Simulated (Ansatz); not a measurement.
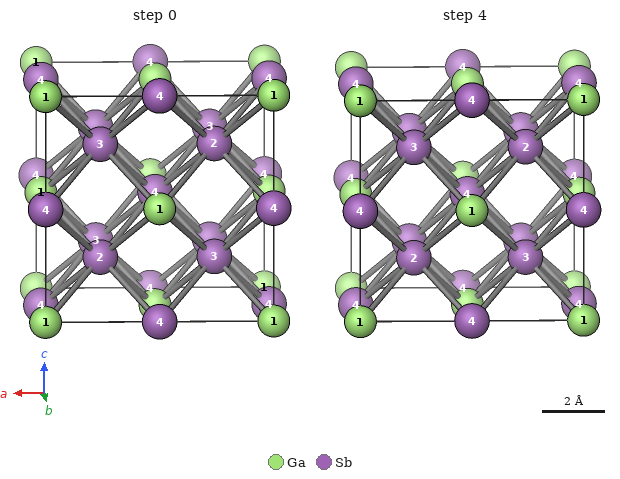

The structure of crystalline GaSb3 (set up in Fm-3m) before (left) and after (right) a relaxation, at one scale.

Style: ball-and-stick. Shown: the conventional cell (4 times the calculation's cell), from a free direction. Lengths and directions refer to the drawn axes.

Theory: DFT PBE+D3(BJ), scalar-relativistic, plane waves, PAW (Ansatz 0.2.0). Settings: plane-wave cutoff 420 eV; k-point mesh 10 × 10 × 10; occupations gaussian; smearing width 0.1 eV; no spin polarisation; cell and atoms relaxed; force threshold 0.005 eV/Å; at most 80 steps.

Describe what moved and what it gained.

The atoms keep their places relative to the cell (all moves are under 0.005 Å). The volume changes by −6.5 %, with a = b = c 7.461 → 7.296 Å (−2.2 %). Some distances before and after: Ga1–Sb2 3.231 → 3.159 Å, Sb2–Sb4 3.231 → 3.159 Å. The space group stays Fm-3m (No. 225). The energy falls by 19.5 meV per atom in 3 accepted moves (4 points after the start). All forces vanish by symmetry, so only the cell relaxes. The pressure goes from −3.48 to 0.00 GPa. At 1 point the geometry stayed and the basis and grid were re-selected for the new cell (energy shift of 0.4 meV per atom at most each time). The run took roughly 60 core-seconds on a shared host.
